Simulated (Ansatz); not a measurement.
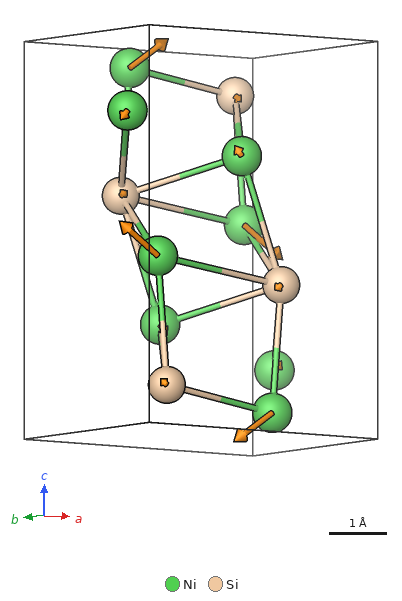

This is a relaxation of a crystal of SiNi$_{2}$ (set up in Pnma). The starting structure is drawn; orange arrows show the displacements (the part carried along by the change of the cell is left out), 30 times their true length.

Style: ball-and-stick. Shown: the cell of the calculation, from a free direction.

The run lets cell and atoms move.

All numbers below come from Ansatz, Kohn-Sham DFT of a periodic cell, PBE, Ansatz PAW.

Input file:
```yaml
crystal:
  lattice:
    - [4.99, 0.0, 0.0]
    - [0.0, 3.72, 0.0]
    - [0.0, 0.0, 7.03]
  atoms:
    - { symbol: Ni, position: [0.325, 0.75, 0.937], spin: 1.0 }
    - { symbol: Ni, position: [0.675, 0.25, 0.063], spin: 1.0 }
    - { symbol: Ni, position: [0.175, 0.25, 0.437], spin: 1.0 }
    - { symbol: Ni, position: [0.825, 0.75, 0.563], spin: 1.0 }
    - { symbol: Ni, position: [0.458, 0.75, 0.297], spin: 1.0 }
    - { symbol: Ni, position: [0.542, 0.25, 0.703], spin: 1.0 }
    - { symbol: Ni, position: [0.042, 0.25, 0.797], spin: 1.0 }
    - { symbol: Ni, position: [0.958, 0.75, 0.203], spin: 1.0 }
    - { symbol: Si, position: [0.786, 0.75, 0.886] }
    - { symbol: Si, position: [0.214, 0.25, 0.114] }
    - { symbol: Si, position: [0.714, 0.25, 0.386] }
    - { symbol: Si, position: [0.286, 0.75, 0.614] }
hamiltonian:
  xc: pbe
  pseudopotentials: { kind: paw }
magnetization:
  spin_polarized: true
kpoints:
  mp_grid: { grid: [6, 7, 4] }
scf:
  occupations: { method: fermi_dirac, width: 0.05 }
output:
  forces: true
  stress: true
  eigenvalues: true
relax:
  f_tol: 0.01
  max_steps: 40
  cell: { stress_tol: 0.05 }
```

Run as
```bash
ansatz run input.yaml --threads 4 --pin off --max-ram 11264MiB --backend cpu --events-out ev --progress --plain --runs-dir out
```

Q: What happened in the run?

A: Over 3 accepted moves (4 points after the start) the energy falls by 4.1 meV per atom. Largest force component: 0.28 eV/Å at the start, 0.0021 eV/Å at the end. The pressure goes from 3.42 to 0.01 GPa. At 1 point the geometry stayed and the basis and grid were re-selected for the new cell (energy shift of 0.1 meV per atom at most each time). The largest moves relative to the cell, 0.035 Å, are those of Ni atoms. By element the largest moves are Ni 0.035 Å, Si 0.006 Å. Cell: a 4.990 → 5.022 Å (+0.6 %), b 3.720 → 3.733 Å (+0.4 %), c 7.030 → 7.071 Å (+0.6 %). Volume +1.6 %. Among the contacts that change: Ni–Si 2.713 → 2.757 Å, Ni–Si 2.279 → 2.310 Å, Ni–Si 2.388 → 2.411 Å, Ni–Si 2.568 → 2.581 Å. The space group stays Pnma (No. 62). The program noted that the starting moments weren't kept.

Limits of the set-up: only the magnetic order of this start and cell was tried (total moment 0.0 μB per cell).
